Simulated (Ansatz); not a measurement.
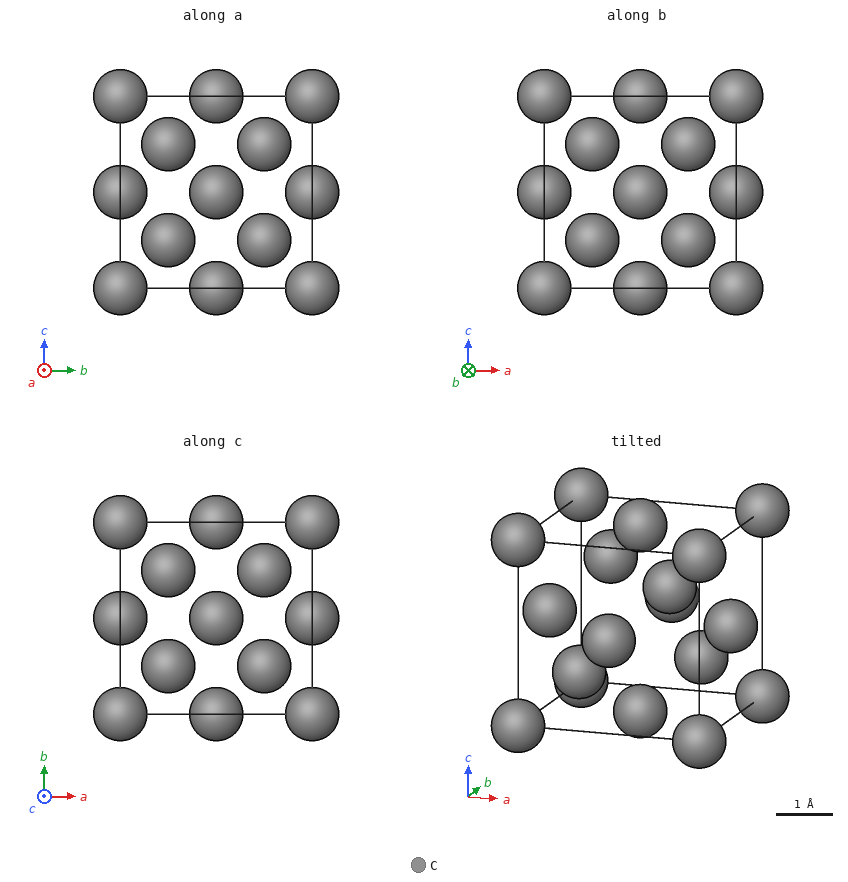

Shown here is a spheres-only view of the crystal, taken along the a axis, along the b axis, along the c axis and slightly off an axis. Lines trace the edges of the conventional unit cell.

Lattice parameters: a = 3.447 Å, b = 3.447 Å, c = 3.447 Å, α = 90.00°, β = 90.00°, γ = 90.00°.

Record the structure as a table of Wyckoff sites.

Space group Fd-3m:1 (No. 227).
```json
{"atom": "C", "site": "8a", "x": "0.0000", "y": "0.0000", "z": "0.0000"}
```

Starting structure: a structure type filled with this element by a generator (whether the element takes this form wasn't checked). Earlier steps of the study may have refined or changed the cell and positions. It went into a calculation with Ansatz.

At this level of theory the cell isn't at rest (compressed, at 66 GPa), so its distances can differ from those at equilibrium, the more so the softer the solid.
